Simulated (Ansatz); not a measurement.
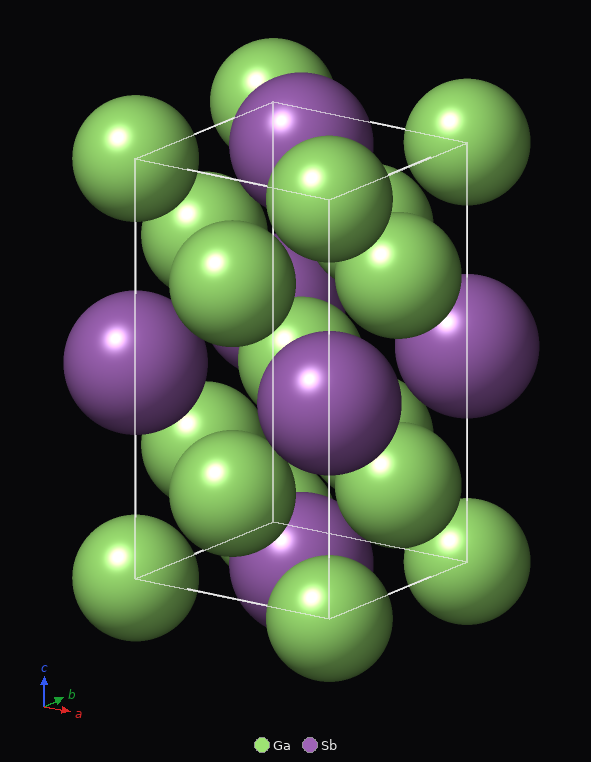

Figure: space-filling view from a general direction. The lines enclose the conventional unit cell; boundary atoms appear with their images.

Ga3Sb, space group I4mm (No. 107), a = 4.57 Å, b = 4.57 Å, c = 8.44 Å, α = 90.00°, β = 90.00°, γ = 90.00°.

The numbers come from DFT PBE, scalar-relativistic, plane waves, PAW (Ansatz), using E_cut = 420 eV, k-points about 0.14 Å⁻¹ apart, Gaussian smearing of 0.15 eV, no spin polarisation.

**Is the electronic structure metallic or gapped?**

A metal: bands cross the Fermi level.

**Which way would the volume go on relaxing?**

The computed pressure is 0.1 GPa, close to zero.

It goes back to a structure listed in the Materials Project. The cell was then strained or its atoms displaced on purpose. A calculation with Ansatz used it as input.
